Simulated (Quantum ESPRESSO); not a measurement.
# GaN (F-43m): zone-centre phonons, part 2 of 4

Which modes does GaN (F-43m) have at the zone centre?

Quantum ESPRESSO 7.5; DFT LDA, scalar-relativistic, plane waves, JTH PAW pseudopotentials.

So far. Step 2 (A probe with smearing): A gap of 1.7 eV opens on this mesh, so the crystal is taken as an insulator; the start stands at -5.8 GPa. Step 4 (Self-consistent run for the response): The cell stands at 0.27 GPa, close enough for stiff modes, while soft ones can move.

### Step 5. Zone-centre response

At q = 0 one unit cell holds all displacements; symmetry groups them into irreducible representations that are solved one by one. The response to a field gives ε∞ and the Born charges, which polar modes need.

ph.in reads:

```
phonons
&INPUTPH
  prefix = 'x'
  outdir = './tmp'
  fildyn = 'g.dyn'
  tr2_ph = 1.0d-18
  epsil  = .true.
/
0.000000000000 0.000000000000 0.000000000000
```

The run is started by

```
$ OMP_NUM_THREADS=1 mpirun -n 4 ph.x -nk 4 -in ph.in > ph.out
```

What it wrote:

```text
[banners, grids, parts of the stress and lines that vanish by symmetry left out]
[banner, memory and clock lines left out]
Program PHONON v.7.5

     ./tmp/x.save/

     file Ga.upf: wavefunction(s)  0S 4P 0P 3D 0D renormalized
     file N.upf: wavefunction(s)  0S 0P renormalized

     IMPORTANT: XC functional enforced from input :
     Exchange-correlation= PW
                           (   1   4   0   0   0   0   0)
     Any further DFT definition will be discarded
     Please, verify this is what you really want

     G-vector sticks info

     Check: negative core charge=   -0.000007
     Reading collected, re-writing distributed wavefunctions in ./tmp/

     Number and degeneracy of irreps per q-point
       N         xq(1)         xq(2)         xq(3)   N irreps
       1   0.000000000   0.000000000   0.000000000       2
        3   3

     Calculation of q =    0.0000000   0.0000000   0.0000000

     phonons

     bravais-lattice index     =            0
     lattice parameter (alat)  =       5.9533  a.u.
     unit-cell volume          =     149.1944 (a.u.)^3
     number of atoms/cell      =            2
     number of atomic types    =            2
     kinetic-energy cut-off    =      60.0000  Ry
     charge density cut-off    =     480.0000  Ry
     convergence threshold     =      1.0E-18
     beta                      =       0.7000
     number of iterations used =            4
     Exchange-correlation= PW
                           (   1   4   0   0   0   0   0)

     celldm(1)=    5.95327  celldm(2)=    0.00000  celldm(3)=    0.00000
     celldm(4)=    0.00000  celldm(5)=    0.00000  celldm(6)=    0.00000

     crystal axes: (cart. coord. in units of alat)
               a(1) = ( -0.7071  0.0000  0.7071 )
               a(2) = (  0.0000  0.7071  0.7071 )
               a(3) = ( -0.7071  0.7071  0.0000 )

     reciprocal axes: (cart. coord. in units 2 pi/alat)
               b(1) = ( -0.7071 -0.7071  0.7071 )
               b(2) = (  0.7071  0.7071  0.7071 )
               b(3) = ( -0.7071  0.7071 -0.7071 )

     Atoms inside the unit cell:

     Cartesian axes

     site n.  atom      mass           positions (alat units)
        1  Ga     69.7230   tau(    1) = (    0.00000    0.00000    0.00000  )
        2  N      14.0070   tau(    2) = (   -1.06066    1.06066    1.06066  )

     Computing dynamical matrix for
                    q = (   0.0000000   0.0000000   0.0000000 )

     25 Sym.Ops. (with q -> -q+G )

     G cutoff =  430.9165  (  26469 G-vectors)     FFT grid: ( 45, 45, 45)
     G cutoff =  215.4583  (   9377 G-vectors)  smooth grid: ( 30, 30, 30)
     number of k points=    72
                       cart. coord. in units 2pi/alat
        k(    1) = (   0.0000000   0.0000000   0.0000000), wk =   0.0011574
        k(    2) = (  -0.0589256   0.0589256  -0.0589256), wk =   0.0092593
        k(    3) = (  -0.1178511   0.1178511  -0.1178511), wk =   0.0092593
        [... further k-points left out ...]

     PseudoPot. # 1 for Ga read from file:
     ./pseudo/Ga.upf
     Pseudo is Projector augmented-wave + core cor, Zval = 13.0
     Shape of augmentation charge: BESSEL
     Using radial grid of 1052 points,  6 beta functions with:
                l(1) =   0
                l(2) =   0
                l(3) =   1
                l(4) =   1
                l(5) =   2
                l(6) =   2
     Q(r) pseudized with 0 coefficients

     PseudoPot. # 2 for N  read from file:
     ./pseudo/N.upf
     Pseudo is Projector augmented-wave + core cor, Zval =  5.0
     Shape of augmentation charge: SINC**2
     Using radial grid of  933 points,  4 beta functions with:
                l(1) =   0
                l(2) =   0
                l(3) =   1
                l(4) =   1
     Q(r) pseudized with 0 coefficients

     Mode symmetry, T_d (-43m)  point group:

     Electric field:
     Dielectric constant
     Born effective charges as d Force / d E

     Atomic displacements:
     There are    2 irreducible representations

     Representation     1      3 modes -  To be done

     Representation     2      3 modes -  To be done

     Alpha used in Ewald sum =   2.8000

     Electric Fields Calculation

      iter #   1   av.it.:   7.1
      thresh= 1.000E-02 alpha_mix =  0.700 |ddv_scf|^2 =  1.832E-08

      iter #   2   av.it.:  13.9
      thresh= 1.353E-05 alpha_mix =  0.700 |ddv_scf|^2 =  2.433E-10

      iter #   3   av.it.:  14.3
      thresh= 1.560E-06 alpha_mix =  0.700 |ddv_scf|^2 =  1.127E-11

      iter #   4   av.it.:  14.0
      thresh= 3.357E-07 alpha_mix =  0.700 |ddv_scf|^2 =  1.965E-13

      iter #   5   av.it.:  13.7
      thresh= 4.433E-08 alpha_mix =  0.700 |ddv_scf|^2 =  2.155E-15

      iter #   6   av.it.:  13.8
      thresh= 4.642E-09 alpha_mix =  0.700 |ddv_scf|^2 =  1.232E-17

      iter #   7   av.it.:  14.8
      thresh= 3.510E-10 alpha_mix =  0.700 |ddv_scf|^2 =  1.303E-19

     End of electric fields calculation

          Dielectric constant in cartesian axis

          (       5.745287428      -0.000000000      -0.000000000 )
          (      -0.000000000       5.745287428       0.000000000 )
          (      -0.000000000       0.000000000       5.745287428 )

          Effective charges (d Force / dE) in cartesian axis without acoustic sum rule applied (asr)

           atom    1  Ga    Mean Z*:        2.63235
      Ex  (        2.63235       -0.00000        0.00000 )
      Ey  (       -0.00000        2.63235       -0.00000 )
      Ez  (        0.00000       -0.00000        2.63235 )
           atom    2  N     Mean Z*:       -2.63285
      Ex  (       -2.63285       -0.00000        0.00000 )
      Ey  (       -0.00000       -2.63285       -0.00000 )
      Ez  (        0.00000       -0.00000       -2.63285 )

          Effective charges Sum: Mean:       -0.00050
             -0.00050       -0.00000        0.00000
             -0.00000       -0.00050       -0.00000
              0.00000       -0.00000       -0.00050

          Effective charges (d Force / dE) in cartesian axis with asr applied:
           atom    1  Ga    Mean Z*:        2.63260
      E*x (        2.63260        0.00000       -0.00000 )
      E*y (        0.00000        2.63260        0.00000 )
      E*z (       -0.00000        0.00000        2.63260 )
           atom    2  N     Mean Z*:       -2.63260
      E*x (       -2.63260       -0.00000        0.00000 )
      E*y (       -0.00000       -2.63260       -0.00000 )
      E*z (        0.00000       -0.00000       -2.63260 )

     Representation #   1 modes #   1   2   3

     Self-consistent Calculation

      iter #   1   av.it.:   6.6
      thresh= 1.000E-02 alpha_mix =  0.700 |ddv_scf|^2 =  2.756E-07

      iter #   2   av.it.:  14.2
      thresh= 5.249E-05 alpha_mix =  0.700 |ddv_scf|^2 =  3.241E-09

      iter #   3   av.it.:  14.2
      thresh= 5.693E-06 alpha_mix =  0.700 |ddv_scf|^2 =  1.862E-11

      iter #   4   av.it.:  14.2
      thresh= 4.315E-07 alpha_mix =  0.700 |ddv_scf|^2 =  1.706E-13

      iter #   5   av.it.:  14.4
      thresh= 4.130E-08 alpha_mix =  0.700 |ddv_scf|^2 =  2.400E-15

      iter #   6   av.it.:  13.3
      thresh= 4.899E-09 alpha_mix =  0.700 |ddv_scf|^2 =  2.202E-17

      iter #   7   av.it.:  14.2
      thresh= 4.692E-10 alpha_mix =  0.700 |ddv_scf|^2 =  3.696E-19

     End of self-consistent calculation

     Convergence has been achieved

     Representation #   2 modes #   4   5   6

     Self-consistent Calculation

      iter #   1   av.it.:   7.8
      thresh= 1.000E-02 alpha_mix =  0.700 |ddv_scf|^2 =  2.114E-06

      iter #   2   av.it.:  13.7
      thresh= 1.454E-04 alpha_mix =  0.700 |ddv_scf|^2 =  1.123E-08

      iter #   3   av.it.:  13.6
      thresh= 1.060E-05 alpha_mix =  0.700 |ddv_scf|^2 =  4.755E-10

      iter #   4   av.it.:  13.9
      thresh= 2.181E-06 alpha_mix =  0.700 |ddv_scf|^2 =  7.695E-12

      iter #   5   av.it.:  13.9
      thresh= 2.774E-07 alpha_mix =  0.700 |ddv_scf|^2 =  2.821E-13

      iter #   6   av.it.:  12.8
      thresh= 5.311E-08 alpha_mix =  0.700 |ddv_scf|^2 =  5.696E-16

      iter #   7   av.it.:  14.4
      thresh= 2.387E-09 alpha_mix =  0.700 |ddv_scf|^2 =  2.583E-17

      iter #   8   av.it.:  14.6
      thresh= 5.082E-10 alpha_mix =  0.700 |ddv_scf|^2 =  1.884E-20

     End of self-consistent calculation

     Convergence has been achieved

     Number of q in the star =    1
     List of q in the star:
          1   0.000000000   0.000000000   0.000000000

          Dielectric constant in cartesian axis

          (       5.745287428      -0.000000000      -0.000000000 )
          (      -0.000000000       5.745287428       0.000000000 )
          (      -0.000000000       0.000000000       5.745287428 )

          Effective charges (d Force / dE) in cartesian axis without acoustic sum rule applied (asr)

           atom    1  Ga    Mean Z*:        2.63235
      Ex  (        2.63235       -0.00000        0.00000 )
      Ey  (       -0.00000        2.63235       -0.00000 )
      Ez  (        0.00000       -0.00000        2.63235 )
           atom    2  N     Mean Z*:       -2.63285
      Ex  (       -2.63285       -0.00000        0.00000 )
      Ey  (       -0.00000       -2.63285       -0.00000 )
      Ez  (        0.00000       -0.00000       -2.63285 )

          Effective charges Sum: Mean:       -0.00050
             -0.00050       -0.00000        0.00000
             -0.00000       -0.00050       -0.00000
              0.00000       -0.00000       -0.00050

          Effective charges (d Force / dE) in cartesian axis with asr applied:
           atom    1  Ga    Mean Z*:        2.63260
      E*x (        2.63260        0.00000       -0.00000 )
      E*y (        0.00000        2.63260        0.00000 )
      E*z (       -0.00000        0.00000        2.63260 )
           atom    2  N     Mean Z*:       -2.63260
      E*x (       -2.63260       -0.00000        0.00000 )
      E*y (       -0.00000       -2.63260       -0.00000 )
      E*z (        0.00000       -0.00000       -2.63260 )

     Diagonalizing the dynamical matrix

     q = (    0.000000000   0.000000000   0.000000000 )

 **************************************************************************
     freq (    1) =       0.093873 [THz] =       3.131272 [cm-1]
     freq (    2) =       0.093873 [THz] =       3.131272 [cm-1]
     freq (    3) =       0.093873 [THz] =       3.131272 [cm-1]
     freq (    4) =      16.589731 [THz] =     553.373861 [cm-1]
     freq (    5) =      16.589731 [THz] =     553.373861 [cm-1]
     freq (    6) =      16.589731 [THz] =     553.373861 [cm-1]
 **************************************************************************

     Mode symmetry, T_d (-43m)  point group:

     freq (   1-   3) =          3.1  [cm-1]   --> T_2  G_15 P_4   I+R
     freq (   4-   6) =        553.4  [cm-1]   --> T_2  G_15 P_4   I+R
```

Elapsed: 56 s, on 4 MPI ranks of AMD EPYC 9R14 (Zen 4), shared host; 3.7 min of CPU time.

Numbers from this step:

```yaml
miss_of_the_charge_sum_rule: 5.00e-4 e
largest_acoustic_frequency_at_the_zone_centre_before_the_sum_rule: 3.13 cm⁻¹
highest_optical_zone_centre_mode_no_lo_to_term: 553.4 cm⁻¹
lowest_optical_zone_centre_mode: 553.4 cm⁻¹
mean_high_frequency_dielectric_constant: 5.745
largest_born_charge_in_size_third_of_the_trace: 2.633 e
```

Born charge (rows field, columns displacement), before the sum rule (e), principal values of the symmetric part by kind of site:

```csv
atom,atoms with these values,low,middle,high,mean
Ga1,1,2.63,2.63,2.63,2.63
N2,1,-2.63,-2.63,-2.63,-2.63
```

In full for Ga1:

```
2.63 0.00 0.00
0.00 2.63 0.00
0.00 0.00 2.63
```

High-frequency dielectric tensor:

```
5.75 0.00 0.00
0.00 5.75 0.00
0.00 0.00 5.75
```

The acoustic modes at Γ come out as far as 3.1 cm⁻¹ from zero, where they should vanish, a small numerical error; the Born charges miss their sum rule by 5.0e-4 e, which is good.

### Step 6. Zone-centre analysis

A rigid shift of the crystal must cost nothing, but grids and finite bases break this; the acoustic sum rule is imposed before the matrix is diagonalised again. With Born charges the intensities follow, and the static dielectric tensor.

dynmat.in reads:

```
&INPUT
  fildyn = 'g.dyn'
  asr    = 'simple'
  fileig = 'dynmat.eig'
  lperm  = .true.
/
```

The run is started by

```
$ dynmat.x -in dynmat.in > dynmat.out
```

What it wrote:

```text
[banner, memory and clock lines left out]
Program DYNMAT v.7.5

     Reading Dynamical Matrix from file g.dyn
     ...Force constants read
     ...epsilon and Z* read
     A direction for q was not specified:TO-LO splitting will be absent

     Polarizability (A^3 units)
     multiply by 0.387332 for Clausius-Mossotti correction
         8.348501   -0.000000   -0.000000
        -0.000000    8.348501    0.000000
        -0.000000    0.000000    8.348501

     IR activities are in (D/A)^2/amu units

# mode   [cm-1]    [THz]      IR
    1     -0.00   -0.0000    0.0000
    2     -0.00   -0.0000    0.0000
    3     -0.00   -0.0000    0.0000
    4    553.37   16.5897   13.7087
    5    553.37   16.5897   13.7087
    6    553.37   16.5897   13.7087

Electronic dielectric permittivity tensor (relative, adimensional)
         5.745287   -0.000000   -0.000000
        -0.000000    5.745287    0.000000
        -0.000000    0.000000    5.745287

 ... with zone-center polar mode contributions
        10.064059    0.000000    0.000000
         0.000000   10.064059    0.000000
         0.000000    0.000000   10.064059
```

Run time: 0.62 s. Hardware: 1 thread.

This step gave:

- mean static dielectric constant: 10.06

Unit eigenvectors of the mass-weighted matrix after the sum rule; no LO-TO term. The modes at Γ (shares of kinetic energy by element, %):

```csv
mode,frequency (cm⁻¹),symmetry,Ga %,N %
1,0.0,acoustic,83,17
2,0.0,acoustic,83,17
3,0.0,acoustic,83,17
4,553.4,T2,17,83
5,553.4,T2,17,83
6,553.4,T2,17,83
```

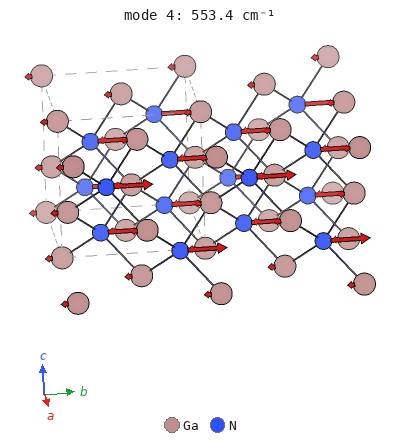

Displacement patterns of mode 4 at Γ; arrows are exaggerated. Bonds to atoms that aren't drawn are left out. 2×2×1 conventional cells are drawn. Some periodic images of atoms are drawn too.

Degenerate modes summed, no LO-TO term. Infrared lines, with heights relative to the strongest:

```csv
position (cm⁻¹),lines merged,label,"IR intensity, relative"
553,3,T2,100
```

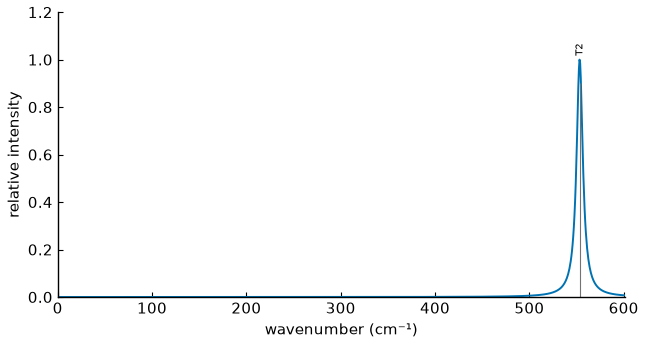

The infrared spectrum, broadened with Lorentzians of width 8 cm⁻¹; bars mark the lines.

Static dielectric tensor (ions relaxed, fixed cell):

```
10.06  0.00  0.00
 0.00 10.06  0.00
 0.00  0.00 10.06
```

The rule moves no optical mode by more than 0.1 cm⁻¹.

### Step 7. Modes along a direction of q (1 0 0)

A longitudinal polar mode sets up a macroscopic field that stiffens it; the term hangs on the direction from which q goes to zero.

dynmat.in reads:

```
&INPUT
  fildyn = 'g.dyn'
  asr    = 'simple'
  fileig = 'dynmat.eig'
  q(1)   = 1.0
  q(2)   = 0.0
  q(3)   = 0.0
/
```

The run is started by

```
$ dynmat.x -in dynmat.in > dynmat.out
```

What it wrote:

```text
[banner, memory and clock lines left out]
Program DYNMAT v.7.5

     Reading Dynamical Matrix from file g.dyn
     ...Force constants read
     ...epsilon and Z* read

     Polarizability (A^3 units)
     multiply by 0.387332 for Clausius-Mossotti correction
         8.348501   -0.000000   -0.000000
        -0.000000    8.348501    0.000000
        -0.000000    0.000000    8.348501

     IR activities are in (D/A)^2/amu units

# mode   [cm-1]    [THz]      IR
    1     -0.00   -0.0000    0.0000
    2     -0.00   -0.0000    0.0000
    3      0.00    0.0000    0.0000
    4    553.37   16.5897   13.7087
    5    553.37   16.5897   13.7087
    6    732.40   21.9568   13.7087
```

The job ended after 0.62 s (1 thread).

This step gave:

```yaml
highest_mode_moved_by_the_lo_to_term: 732.4 cm⁻¹
```

Zone-centre frequencies as printed; negative means imaginary. Modes:

```csv
mode,frequency (cm⁻¹)
1,0
2,0
3,0
4,553.4
5,553.4
6,732.4
```

The field moves one mode, from 553 to 732 cm⁻¹; the others stay.

### Step 8. Ground state, volume × 0.94

Bonds stiffen under compression, so frequencies follow the volume; the atoms are not relaxed anew.

scf.in reads:

```
&CONTROL
  calculation = 'scf'
  prefix      = 'x'
  outdir      = './tmp'
  pseudo_dir  = './pseudo'
  tprnfor     = .true.
  tstress     = .true.
/
&SYSTEM
  ibrav       = 0
  nat         = 2
  ntyp        = 2
  ecutwfc     = 60.0
  ecutrho     = 480.0
  occupations = 'fixed'
  nbnd        = 11
/
&ELECTRONS
  conv_thr         = 1.0d-12
  mixing_beta      = 0.7
  electron_maxstep = 100
/
ATOMIC_SPECIES
 Ga     69.7230  Ga.upf
 N      14.0070  N.upf
CELL_PARAMETERS angstrom
    -2.182149837    0.000000000    2.182149837
     0.000000000    2.182149837    2.182149837
    -2.182149837    2.182149837    0.000000000
ATOMIC_POSITIONS crystal
 Ga     0.000000000   0.000000000   0.000000000
 N      0.750000000   0.750000000   0.750000000
K_POINTS automatic
 12 12 12 0 0 0
```

The run is started by

```
$ OMP_NUM_THREADS=1 mpirun -n 4 pw.x -nk 4 -in scf.in > scf.out
```

What it wrote:

```text
[banners, grids, parts of the stress and lines that vanish by symmetry left out]
[banner, memory and clock lines left out]
Program PWSCF v.7.5

[...]
kinetic-energy cutoff     =      60.0000  Ry
     charge density cutoff     =     480.0000  Ry
     scf convergence threshold =      1.0E-12
[...]
Exchange-correlation= SLA PW NOGX NOGC
                           (   1   4   0   0   0   0   0)
[...]
24 Sym. Ops. (no inversion) found
[...]
number of k points=    72
[...]
End of self-consistent calculation
[...]
highest occupied, lowest unoccupied level (ev):    11.7248   14.0757
!    total energy              =    -299.89786949 Ry
[...]
convergence has been achieved in  12 iterations
[...]
atom    1 type  1   force =     0.00000000    0.00000000   -0.00000000
     atom    2 type  2   force =    -0.00000000    0.00000000   -0.00000000
     Total force =     0.000000     Total SCF correction =     0.000000
[...]
total   stress  (Ry/bohr**3)                   (kbar)     P=      146.61
[...]
XML data file, charge density, pseudopotentials, collected wavefunctions
```

The job ended after 4.5 s (4 MPI ranks).

This step gave:

```
volume per atom   : 10.39 Å³
pressure          : 14.66 GPa
gap on the k-mesh : 2.351 eV
```

[end of part 2 of 4]

[Host names and launcher messages were left out of these logs when they were recorded.]

[Logs are printed without paths, hosts, clocks, repeated set-up lines and the standing remarks that a program may print on its own settings, such as how far it seeks lower states.]

[Hosts, paths, dates, database ids (printed as entryN), source tags and the programs' standing remarks are cut or masked in the printed files.]
